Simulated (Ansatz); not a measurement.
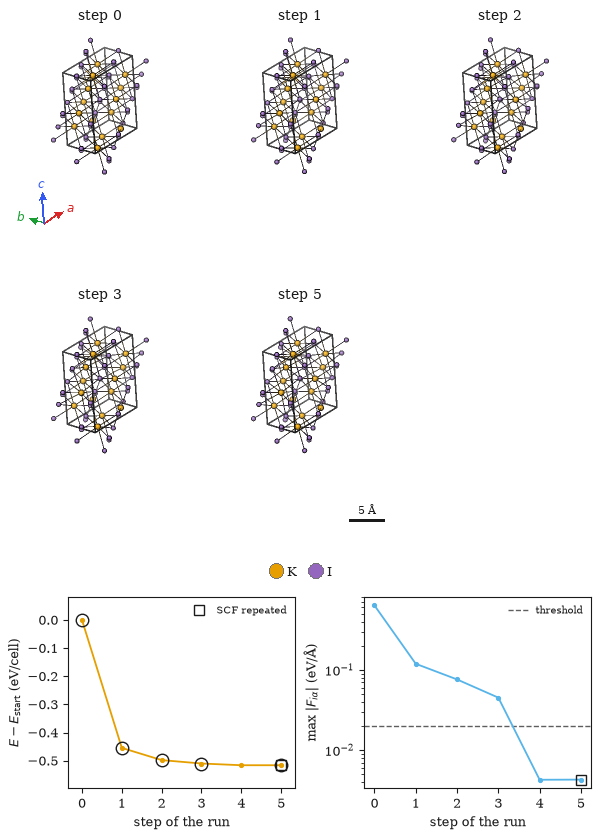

Frames of a relaxation of a defect cell of composition K11I12 (cell charge −1) (started half-way along a vacancy jump, in the symmetry of that start), marked on the history of the run. A ball-and-stick model of the cell of the calculation, reduced to other axes (origin shifted), seen slightly off an axis. Lengths and directions refer to the drawn axes.

These are results of Ansatz 0.2.0, DFT PBE, scalar-relativistic, plane waves, PAW, not measurements. (plane-wave cutoff 420 eV; k-point mesh 2 × 2 × 2; occupations gaussian; smearing width 0.05 eV; no spin polarisation; atoms relaxed in a fixed cell; force threshold 0.02 eV/Å; at most 60 steps)

Question: What happens along the run?

Answer: The largest moves, 0.33 Å, are those of K atoms. Largest moves by element: K 0.33 Å, I 0.25 Å. The cell stays as it was. Near-neighbour distances that change, for instance: I–K 3.069 → 3.320 Å, I–K 3.759 → 4.001 Å, I–K 3.759 → 3.940 Å, I–K 3.759 → 3.581 Å. Among the angles between lasting bonds that change: K–I–K 70.5° → 73.3°, K–I–K 109.5° → 107.4°. After 4 accepted moves (5 points after the start) the energy has fallen by 0.516 eV per cell of the calculation. Largest force component: 0.63 eV/Å at the start, 0.0043 eV/Å at the end. 1 step only repeated the SCF at the same geometry. From step 0 to 1: I atoms move most (0.19 Å), energy −0.454 eV per cell of the calculation. From step 1 to 2: K atoms move most (0.07 Å), energy −43.4 meV per cell of the calculation. From step 2 to 3: K atoms move most (0.20 Å), energy −12.1 meV per cell of the calculation. From step 3 to 5: K atoms move most (0.04 Å), energy −6.1 meV per cell of the calculation.

Limits of the set-up: the cell is charged, on a uniform background, and energies carry no finite-size correction.
